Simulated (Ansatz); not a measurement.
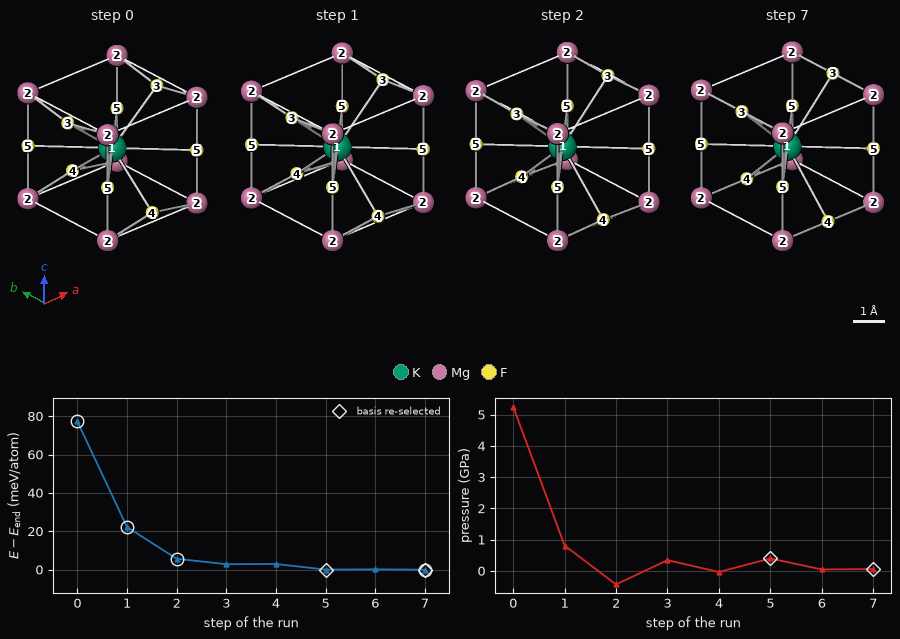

Frames of a relaxation of a crystal of KMgF3 (a generated structure, set up in P-4m2) (coarse preliminary run), marked on the history of the run. Style: ball-and-stick. Shown: the cell of the calculation, from a free direction.

These are results of DFT PBE, scalar-relativistic, plane waves, PAW in Ansatz, not measurements.

Input file:
```yaml
crystal:
  lattice:
    - [3.9757621, 0.0, 0.0]
    - [0.0, 3.9757621, 0.0]
    - [0.0, 0.0, 3.98388034]
  atoms:
    - { symbol: K, position: [0.5, 0.5, 0.5] }
    - { symbol: Mg, position: [0.0, 0.0, 0.0] }
    - { symbol: F, position: [0.0, 0.5, 0.91202644] }
    - { symbol: F, position: [0.5, 0.0, 0.08797356] }
    - { symbol: F, position: [0.0, 0.0, 0.5] }
basis:
  ecutwfc: 420
kpoints:
  mp_grid: { grid: [4, 4, 4] }
hamiltonian:
  xc: pbe
scf:
  occupations: { method: gaussian, width: 0.1 }
  lower_state_search: "off"
output:
  forces: true
  stress: true
  eigenvalues: true
relax:
  adjacent_minimum: "off"
  f_tol: 0.04
  max_steps: 70
  cell: { stress_tol: 0.4 }
```

Launched with:
```bash
ansatz run input.yaml --threads 1 --pin off --max-ram 2560MiB --backend cpu --events-out ev --progress --plain --runs-dir out
```

### Describe the path.

The largest moves relative to the cell, 0.36 Å, are those of F3 and F4. F3 goes along +c. K and Mg stay in place. The volume changes by +5.7 %, with a = b 3.976 → 4.053 Å (+1.9 %), c 3.984 → 4.054 Å (+1.8 %). Near-neighbour distances that change, for instance: K1–F3 2.578 → 2.866 Å, K1–F3 (another image) 3.072 → 2.866 Å, K1–F5 2.811 → 2.866 Å, Mg2–F5 1.992 → 2.027 Å. Bond angles that change, for instance: Mg2–F3–Mg2 160.0° → 180.0°, F3–Mg2–F3 160.0° → 180.0°, K1–F3–K1 100.9° → 90.0°. The space group (tolerance 0.01 Å) goes from P-4m2 (No. 115) to Pm-3m (No. 221). Over 5 accepted moves (7 points after the start) the energy falls by 77.2 meV per atom. Largest force component: 1.1 eV/Å at the start, 0.00014 eV/Å at the end. Pressure: 5.26 GPa at the start and 0.06 GPa at the end. The SCF was repeated twice at an unchanged geometry on a basis and grid sized afresh for the cell, which shifted the energy by 2.9 meV per atom at most. Cost: 41 s on 1 thread of Arm Neoverse N1 (shared host), peak memory 0.33 GiB. From step 0 to 1: F atoms move most (0.16 Å), volume +4.4 %, energy −55.0 meV per atom. From step 1 to 2: F atoms move most (0.13 Å), volume +1.3 %, energy −16.5 meV per atom. From step 2 to 7: F atoms move most (0.07 Å), energy −5.7 meV per atom.
